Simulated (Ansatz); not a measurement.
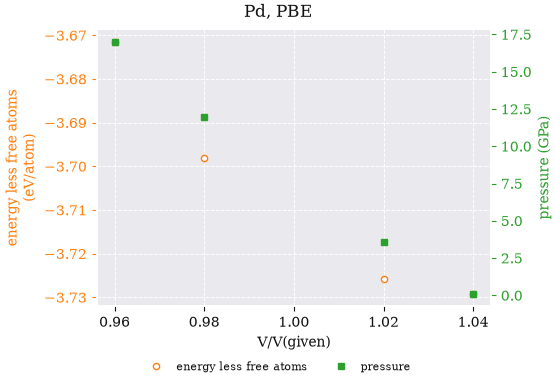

The picture above shows the energy less free atoms and pressure against V/V(given) for Pd, space group Fm-3m (No. 225).

The given structure:
```yaml
crystal:
  lattice:
    - [0.00000, 1.94490, 1.94490]
    - [1.94490, 0.00000, 1.94490]
    - [1.94490, 1.94490, 0.00000]
  atoms:
    - { symbol: Pd, position: [0.00000, 0.00000, 0.00000] }
```

Method: periodic Kohn-Sham DFT of a crystal at fixed atoms, scaled to the stated factor times the given cell; pressure positive in compression, energy less spherical unpolarised free atoms (Ansatz 0.2.0). Level: PBE.

- method: all-electron LAPW
- relativity: scalar
- k mesh: 18×18×18
- occupations: Fermi–Dirac
- smearing width: 0.05 eV
- basis error target: 0.25 (meV/atom)
- nucleus: Gaussian

V(given) is 14.71 Å³/atom.

The point at V/V(given) 1.00 is left out of the plot. What does the calculation give there?

| V/V(given) | energy less free atoms (eV/atom) | pressure (GPa) |
| --- | --- | --- |
| 1.00 | −3.7158 | 7.5 |

Caveats: the volumes run don't bracket the minimum of the energy, so any equilibrium value is extrapolated.
